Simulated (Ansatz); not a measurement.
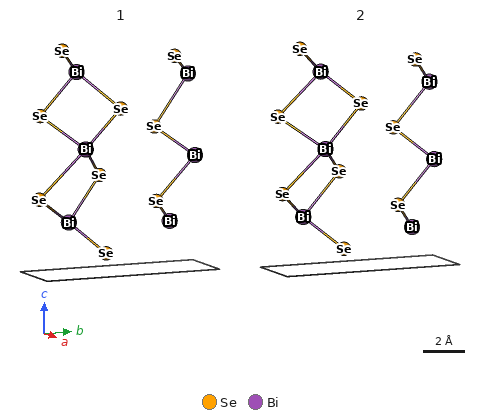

Two geometries of a slab of composition Bi2Se3 (cut from the R-3m phase), drawn at one scale. One is the start of a relaxation, the other its converged end. Style: ball-and-stick. Shown: the cell of the calculation, outlined in the plane, without the vacuum, slightly off an axis.

The calculation used DFT PBE+D3(BJ), scalar-relativistic, plane waves, PAW (Ansatz). Settings: plane-wave cutoff 420 eV; k-point mesh 9 × 4 × 1; occupations gaussian; smearing width 0.05 eV; no spin polarisation; dipole correction; atoms relaxed in a fixed cell; force threshold 0.02 eV/Å; at most 60 steps.

Which geometry has the lower energy?

Answer. Structure 1 is the relaxed one. The slab is the (1 0 1) face of Bi2Se3. The atom that moves furthest relative to the layer's centre is a Bi atom (0.41 Å at 11° to the normal (+c side)). Largest moves by element: Bi 0.41 Å, Se 0.32 Å. The lattice vectors keep their values. Some distances before and after: Bi–Se 3.069 → 2.664 Å, Bi–Se 3.069 → 3.375 Å, Bi–Se 3.069 → 2.810 Å, Bi–Se 3.069 → 2.850 Å. Among the angles between lasting bonds that change: Se–Bi–Se 174.5° → 158.4°, Se–Bi–Se 91.0° → 100.4°, Se–Bi–Se 84.9° → 93.3°. The energy falls by 1.407 eV per cell of the calculation in 8 accepted moves (9 points after the start). The largest force component goes from 1.7 to 0.017 eV/Å. The line search rejected the trial step at point 7 of the run. The run took 8 min on 8 threads of Arm Neoverse V2, on a shared host, peak memory 5.7 GiB.
